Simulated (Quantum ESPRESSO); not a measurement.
# MgO (Periclase): third-order response, part 2 of 3

Aim: Raman and infrared lines of MgO (Periclase).

Quantum ESPRESSO 8.0 development, patched; DFT LDA, scalar-relativistic, plane waves, PseudoDojo norm-conserving pseudopotentials.

So far. Step 2 (A first look): A gap of 4.7 eV opens on this mesh, so the crystal is taken as an insulator; the start stands at -6.5 GPa. Step 4 (Self-consistent run for the response): The cell stands at -0.064 GPa, close enough for phonons. The relaxed cell has a = 4.160 Å (conventional setting).

The database entry behind the starting cell differs from later determinations by our own check (about 0.1 % long), so it need not match the best structure at ambient conditions.

## Step 5: Zone-centre response

At q = 0 one unit cell holds all displacements; symmetry groups them into irreducible representations that are solved one by one. The response to a field gives ε∞ and the Born charges, which polar modes need. Third-order response adds the Raman tensors.

Input file ph.in:

```
phonons
&inputph
   prefix = 'x'
   outdir = './tmp'
   fildyn = 'g.dyn'
   tr2_ph = 1.0d-18
   epsil = .true.
   lraman = .true.
   elop = .true.
/
0.000000000000 0.000000000000 0.000000000000
```

Run with:

```bash
OMP_NUM_THREADS=1 mpirun -n 4 ph.x -nk 4 -in ph.in > ph.out
```

The program printed:

```text
[banners, grids, parts of the stress and lines that vanish by symmetry left out]
[banner, memory and clock lines left out]
Program PHONON v.8.0dev

     Dynamical matrices for q-points given in input
     (   1q-points):
       N         xq(1)         xq(2)         xq(3)
       1   0.000000000   0.000000000   0.000000000

     ./tmp/x.save/

     IMPORTANT: XC functional enforced from input :
     Exchange-correlation= PW
                           (   1   4   0   0   0   0   0)
     Any further DFT definition will be discarded
     Please, verify this is what you really want

     G-vector sticks info

     Reading collected, re-writing distributed wavefunctions in ./tmp/

     Number and degeneracy of irreps per q-point
       N         xq(1)         xq(2)         xq(3)   N irreps
       1   0.000000000   0.000000000   0.000000000       2
        3   3

     Calculation of q =    0.0000000   0.0000000   0.0000000

     phonons

     bravais-lattice index     =            0
     lattice parameter (alat)  =       5.5592  a.u.
     unit-cell volume          =     121.4838 (a.u.)^3
     number of atoms/cell      =            2
     number of atomic types    =            2
     kinetic-energy cut-off    =      84.0000  Ry
     charge density cut-off    =     336.0000  Ry
     convergence threshold     =      1.0E-18
     beta                      =       0.7000
     number of iterations used =            4
     Exchange-correlation= PW
                           (   1   4   0   0   0   0   0)

     celldm(1)=    5.55919  celldm(2)=    0.00000  celldm(3)=    0.00000
     celldm(4)=    0.00000  celldm(5)=    0.00000  celldm(6)=    0.00000

     crystal axes: (cart. coord. in units of alat)
               a(1) = ( -0.7071  0.0000  0.7071 )
               a(2) = (  0.0000  0.7071  0.7071 )
               a(3) = ( -0.7071  0.7071  0.0000 )

     reciprocal axes: (cart. coord. in units 2 pi/alat)
               b(1) = ( -0.7071 -0.7071  0.7071 )
               b(2) = (  0.7071  0.7071  0.7071 )
               b(3) = ( -0.7071  0.7071 -0.7071 )

     Atoms inside the unit cell:

     Cartesian axes

     site n.  atom      mass           positions (alat units)
        1  Mg     24.3050   tau(    1) = (    0.00000    0.00000    0.00000  )
        2  O      15.9990   tau(    2) = (   -0.70711    0.70711    0.70711  )

     Computing dynamical matrix for
                    q = (   0.0000000   0.0000000   0.0000000 )

     49 Sym.Ops. (with q -> -q+G )

     G cutoff =  263.0279  (  12627 G-vectors)     FFT grid: ( 36, 36, 36)
     number of k points=    72
                       cart. coord. in units 2pi/alat
        k(    1) = (   0.0000000   0.0000000   0.0000000), wk =   0.0011574
        k(    2) = (  -0.0589256   0.0589256  -0.0589256), wk =   0.0092593
        k(    3) = (  -0.1178511   0.1178511  -0.1178511), wk =   0.0092593
        [... further k-points left out ...]

     PseudoPot. # 1 for Mg read from file:
     ./pseudo/Mg.upf
     Pseudo is Norm-conserving, Zval = 10.0

     PseudoPot. # 2 for O  read from file:
     ./pseudo/O.upf
     Pseudo is Norm-conserving + core correction, Zval =  6.0

     Mode symmetry, O_h (m-3m)  point group:

     Electric field:
     Dielectric constant
     Born effective charges as d Force / d E
     Raman tensor
     Electro-optic tensor

     Atomic displacements:
     There are    2 irreducible representations

     Representation     1      3 modes -  To be done

     Representation     2      3 modes -  To be done

     Alpha used in Ewald sum =   2.8000

     Electric Fields Calculation

     The passes end when |ddv_scf|^2 is under  1.2E-19 (on this mesh; tr2_ph alone asks  1.0E-18)

      iter #   1   av.it.:   6.1
      thresh= 1.000E-02 alpha_mix =  0.700 |ddv_scf|^2 =  1.726E-08

      [... iterations left out ...]
      iter #   7   av.it.:  12.1
      thresh= 1.534E-10 alpha_mix =  0.700 |ddv_scf|^2 =  4.521E-20

     End of electric fields calculation

          Dielectric constant in cartesian axis

          (       3.172298737       0.000000000      -0.000000000 )
          (       0.000000000       3.172298737       0.000000000 )
          (      -0.000000000       0.000000000       3.172298737 )

          Effective charges (d Force / dE) in cartesian axis without acoustic sum rule applied (asr)

           atom    1  Mg    Mean Z*:        1.97178
      Ex  (        1.97178       -0.00000        0.00000 )
      Ey  (       -0.00000        1.97178       -0.00000 )
      Ez  (        0.00000       -0.00000        1.97178 )
           atom    2  O     Mean Z*:       -1.97179
      Ex  (       -1.97179       -0.00000       -0.00000 )
      Ey  (       -0.00000       -1.97179        0.00000 )
      Ez  (       -0.00000        0.00000       -1.97179 )

          Effective charges Sum: Mean:       -0.00001
             -0.00001       -0.00000       -0.00000
             -0.00000       -0.00001        0.00000
              0.00000        0.00000       -0.00001

          Effective charges (d Force / dE) in cartesian axis with asr applied:
           atom    1  Mg    Mean Z*:        1.97178
      E*x (        1.97178       -0.00000        0.00000 )
      E*y (        0.00000        1.97178       -0.00000 )
      E*z (        0.00000       -0.00000        1.97178 )
           atom    2  O     Mean Z*:       -1.97178
      E*x (       -1.97178        0.00000       -0.00000 )
      E*y (       -0.00000       -1.97178        0.00000 )
      E*z (       -0.00000        0.00000       -1.97178 )

     Calling punch_plot_e
     Writing on file  drho

     Computing Pc [DH,Drho] |psi>

     Derivative coefficient:  0.001000    Threshold: 1.00E-12
     Non-scf  u_k: avg # of iterations = 14.0
     Non-scf Du_k: avg # of iterations = 26.3

          Dielectric constant from finite-differences

          (       3.172254193       0.000000000       0.000000000 )
          (       0.000000000       3.172254193      -0.000000000 )
          (       0.000000000      -0.000000000       3.172254193 )

              Electro-optic tensor is defined as
            the derivative of the dielectric tensor
              with respect to one electric field
                 units are Rydberg a.u.

            to obtain the static chi^2 multiply by 1/2

            to convert to pm/Volt multiply per 2.7502

          Electro-optic tensor in cartesian axis:

          (       0.000000000      -0.000000000      -0.000000000 )
          (      -0.000000000       0.000000000       0.000000000 )
          (       0.000000000       0.000000000      -0.000000000 )

          (       0.000000000       0.000000000       0.000000000 )
          (       0.000000000       0.000000000       0.000000000 )
          (      -0.000000000      -0.000000000      -0.000000000 )

          (      -0.000000000       0.000000000       0.000000000 )
          (      -0.000000000       0.000000000      -0.000000000 )
          (       0.000000000       0.000000000       0.000000000 )

          Electro-optic tensor: contribution #   1

          (       0.000000000       0.000000000      -0.000000000 )
          (       0.000000000       0.000000000       0.000000000 )
          (      -0.000000000       0.000000000      -0.000000000 )

          (      -0.000000000      -0.000000000       0.000000000 )
          (      -0.000000000      -0.000000000       0.000000000 )
          (      -0.000000000       0.000000000      -0.000000000 )

          (       0.000000000       0.000000000      -0.000000000 )
          (       0.000000000       0.000000000       0.000000000 )
          (      -0.000000000      -0.000000000      -0.000000000 )

          Electro-optic tensor: contribution #   2

          (      -0.000000000       0.000000000       0.000000000 )
          (      -0.000000000      -0.000000000       0.000000000 )
          (      -0.000000000       0.000000000      -0.000000000 )

          (      -0.000000000       0.000000000      -0.000000000 )
          (       0.000000000       0.000000000       0.000000000 )
          (      -0.000000000      -0.000000000      -0.000000000 )

          (       0.000000000      -0.000000000       0.000000000 )
          (      -0.000000000      -0.000000000       0.000000000 )
          (      -0.000000000       0.000000000      -0.000000000 )

     Computing Second order response

      iter #   1   av.it.:   8.0
      thresh= 1.000E-02 alpha_mix =  0.700 |ddv_scf|^2 =  3.852E-08

      [... iterations left out ...]
      iter #   9   av.it.:  12.7
      thresh= 2.642E-11 alpha_mix =  0.700 |ddv_scf|^2 =  5.708E-21

          Raman tensor (au^-1) in cartesian axis

           atom      1
          (      -0.000000000       0.000000000      -0.000000000 )
          (       0.000000000       0.000000000      -0.000000000 )
          (       0.000000000       0.000000000      -0.000000000 )

          (      -0.000000000       0.000000000      -0.000000000 )
          (      -0.000000000       0.000000000      -0.000000000 )
          (      -0.000000000       0.000000000      -0.000000000 )

          (       0.000000000      -0.000000000       0.000000000 )
          (       0.000000000       0.000000000      -0.000000000 )
          (       0.000000000       0.000000000       0.000000000 )

           atom      2
          (      -0.000000000      -0.000000000      -0.000000000 )
          (      -0.000000000      -0.000000000      -0.000000000 )
          (       0.000000000      -0.000000000       0.000000000 )

          (       0.000000000       0.000000000      -0.000000000 )
          (       0.000000000       0.000000000       0.000000000 )
          (       0.000000000       0.000000000      -0.000000000 )

          (      -0.000000000      -0.000000000      -0.000000000 )
          (      -0.000000000      -0.000000000      -0.000000000 )
          (       0.000000000      -0.000000000      -0.000000000 )

     Raman tensor (A^2)

     atom #    1    pol.  1
     -0.397504442478E-23      0.816451033305E-23     -0.108365318966E-22
      0.605328341864E-23      0.974793051885E-23     -0.291943096758E-23
      0.816451033305E-23      0.552547669004E-23     -0.714188479638E-23
     atom #    1    pol.  2
     -0.208648597400E-22      0.605328341864E-23     -0.171702126398E-22
     -0.450285115338E-23      0.552547669004E-23     -0.714188479638E-23
[...]
atom #    1    pol.  3
[...]
atom #    2    pol.  1
[...]
atom #    2    pol.  2
[...]
atom #    2    pol.  3
[...]
0.123323279185E-22     -0.193360757976E-22     -0.256697565408E-22

     Representation #   1 modes #   1   2   3

     Self-consistent Calculation

     The passes end when |ddv_scf|^2 is under  1.2E-19 (on this mesh; tr2_ph alone asks  1.0E-18)

      iter #   1   av.it.:   7.0
      thresh= 1.000E-02 alpha_mix =  0.700 |ddv_scf|^2 =  1.123E-06

      [... iterations left out ...]
      iter #   7   av.it.:  12.5
      thresh= 4.576E-10 alpha_mix =  0.700 |ddv_scf|^2 =  9.026E-20

     End of self-consistent calculation

     Convergence has been achieved

     Representation #   2 modes #   4   5   6

     Self-consistent Calculation

     The passes end when |ddv_scf|^2 is under  1.2E-19 (on this mesh; tr2_ph alone asks  1.0E-18)

      iter #   1   av.it.:   7.9
      thresh= 1.000E-02 alpha_mix =  0.700 |ddv_scf|^2 =  4.369E-06

      [... iterations left out ...]
      iter #   8   av.it.:  12.4
      thresh= 1.764E-10 alpha_mix =  0.700 |ddv_scf|^2 =  5.470E-21

     End of self-consistent calculation

     Convergence has been achieved

     Number of q in the star =    1
     List of q in the star:
          1   0.000000000   0.000000000   0.000000000

          Dielectric constant in cartesian axis

          (       3.172298737       0.000000000      -0.000000000 )
          (       0.000000000       3.172298737       0.000000000 )
          (      -0.000000000       0.000000000       3.172298737 )

          Effective charges (d Force / dE) in cartesian axis without acoustic sum rule applied (asr)

           atom    1  Mg    Mean Z*:        1.97178
      Ex  (        1.97178       -0.00000        0.00000 )
      Ey  (       -0.00000        1.97178       -0.00000 )
      Ez  (        0.00000       -0.00000        1.97178 )
           atom    2  O     Mean Z*:       -1.97179
      Ex  (       -1.97179       -0.00000       -0.00000 )
      Ey  (       -0.00000       -1.97179        0.00000 )
      Ez  (       -0.00000        0.00000       -1.97179 )

          Effective charges Sum: Mean:       -0.00001
             -0.00001       -0.00000       -0.00000
             -0.00000       -0.00001        0.00000
              0.00000        0.00000       -0.00001

          Effective charges (d Force / dE) in cartesian axis with asr applied:
           atom    1  Mg    Mean Z*:        1.97178
      E*x (        1.97178       -0.00000        0.00000 )
      E*y (        0.00000        1.97178       -0.00000 )
      E*z (        0.00000       -0.00000        1.97178 )
           atom    2  O     Mean Z*:       -1.97178
      E*x (       -1.97178        0.00000       -0.00000 )
      E*y (       -0.00000       -1.97178        0.00000 )
      E*z (       -0.00000        0.00000       -1.97178 )

     Diagonalizing the dynamical matrix

     q = (    0.000000000   0.000000000   0.000000000 )

 **************************************************************************
     freq (    1) =       0.090893 [THz] =       3.031849 [cm-1]
     freq (    2) =       0.090893 [THz] =       3.031849 [cm-1]
     freq (    3) =       0.090893 [THz] =       3.031849 [cm-1]
     freq (    4) =      12.266641 [THz] =     409.171100 [cm-1]
     freq (    5) =      12.266641 [THz] =     409.171100 [cm-1]
     freq (    6) =      12.266641 [THz] =     409.171100 [cm-1]
 **************************************************************************

     Mode symmetry, O_h (m-3m)  point group:

     freq (   1-   3) =          3.0  [cm-1]   --> T_1u G_15  G_4- I
     freq (   4-   6) =        409.2  [cm-1]   --> T_1u G_15  G_4- I
```

The job ended after 4.6 min (4 MPI ranks of Intel Xeon at 2.70GHz, shared host).

This step gave:

```
miss of the charge sum rule                                       : 1.00e-5 e
largest acoustic frequency at the zone centre before the sum rule : 3.03 cm⁻¹
highest optical zone-centre mode (no LO-TO term)                  : 409.2 cm⁻¹
lowest optical zone-centre mode                                   : 409.2 cm⁻¹
mean high-frequency dielectric constant                           : 3.172
largest Born charge in size (third of the trace)                  : 1.972 e
```

Born charge (rows field, columns displacement), before the sum rule (e), principal values of the symmetric part by kind of site:

```csv
atom,atoms with these values,low,middle,high,mean
Mg1,1,1.97,1.97,1.97,1.97
O2,1,-1.97,-1.97,-1.97,-1.97
```

In full for O2:

```
-1.97  0.00  0.00
 0.00 -1.97  0.00
 0.00  0.00 -1.97
```

High-frequency dielectric tensor:

```
3.17 0.00 0.00
0.00 3.17 0.00
0.00 0.00 3.17
```

The acoustic modes at Γ come out as far as 3.0 cm⁻¹ from zero, where they should vanish, a small numerical error; the Born charges miss their sum rule by 1.0e-5 e, which is good.

## Step 6: Modes with the sum rule

A rigid shift of the crystal must cost nothing, but grids and finite bases break this; the acoustic sum rule is imposed before the matrix is diagonalised again. With Born charges the intensities follow, and the static dielectric tensor.

Input file dynmat.in:

```
&input
   fildyn = 'g.dyn'
   asr = 'simple'
   fileig = 'dynmat.eig'
   lperm = .true.
/
```

Run with:

```bash
dynmat.x -in dynmat.in > dynmat.out
```

The program printed:

```text
[banner, memory and clock lines left out]
Program DYNMAT v.8.0dev

     Reading Dynamical Matrix from file g.dyn
     ...Force constants read
     ...epsilon and Z* read
     ...Raman cross sections read
     A direction for q was not specified:TO-LO splitting will be absent

     Polarizability (A^3 units)
     multiply by 0.580013 for Clausius-Mossotti correction (not under assume_isolated = 'mt')
         3.111942    0.000000   -0.000000
         0.000000    3.111942    0.000000
        -0.000000    0.000000    3.111942

     IR activities are in (D/A)^2/amu units

# mode   [cm-1]    [THz]      IR
    1     -0.00   -0.0000    0.0000
    2     -0.00   -0.0000    0.0000
    3     -0.00   -0.0000    0.0000
    4    409.16   12.2664    9.2971
    5    409.16   12.2664    9.2971
    6    409.16   12.2664    9.2971

Electronic dielectric permittivity tensor (relative, adimensional)
         3.172299    0.000000   -0.000000
         0.000000    3.172299    0.000000
        -0.000000    0.000000    3.172299

 ... with zone-center polar mode contributions
         9.751707    0.000000    0.000000
         0.000000    9.751707    0.000000
         0.000000    0.000000    9.751707
```

The job ended after 0.67 s (1 thread).

Read from the output:

```yaml
mean_static_dielectric_constant: 9.752
```

Unit eigenvectors of the mass-weighted matrix after the sum rule; no LO-TO term. Modes at Γ, with each element's share of the kinetic energy:

```csv
mode,frequency (cm⁻¹),symmetry,Mg %,O %
1,0.0,acoustic,60,40
2,0.0,acoustic,60,40
3,0.0,acoustic,60,40
4,409.2,T1u,40,60
5,409.2,T1u,40,60
6,409.2,T1u,40,60
```

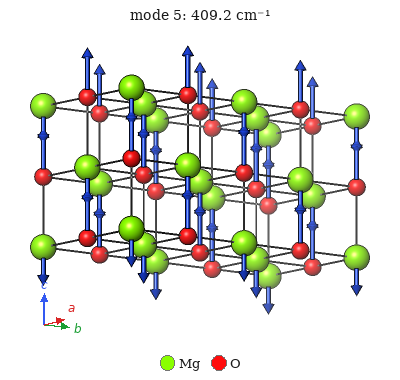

Displacement patterns of mode 5 at Γ; arrows are exaggerated. 1×2×1 conventional cells are drawn. Some periodic images of atoms are drawn too.

Degenerate modes summed, no LO-TO term. Lines of the infrared spectrum (strongest = 100):

```csv
position (cm⁻¹),lines merged,label,"IR intensity, relative"
409,3,T1u,100
```

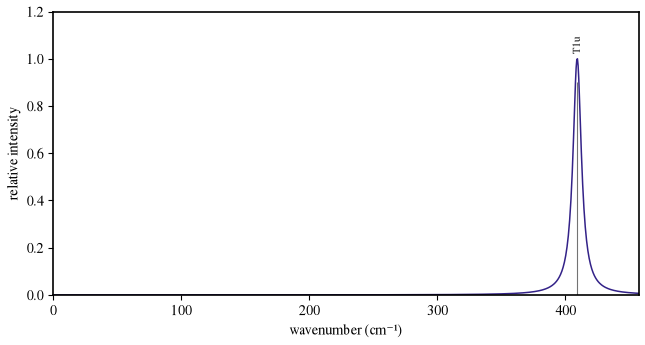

The infrared spectrum, broadened with Lorentzians of width 8 cm⁻¹; bars mark the lines.

Static dielectric tensor (ions relaxed, fixed cell):

```
9.75 0.00 0.00
0.00 9.75 0.00
0.00 0.00 9.75
```

The rule moves no optical mode by more than 0.1 cm⁻¹.

(Part 2 of 3 ends here.)

[Host names and launcher messages were left out of these logs when they were recorded.]

[Logs are printed without paths, hosts, clocks, repeated set-up lines and the standing remarks that a program may print on its own settings, such as how far it seeks lower states.]

[Hosts, paths, dates, database ids (printed as entryN), source tags and the programs' standing remarks are cut or masked in the printed files.]
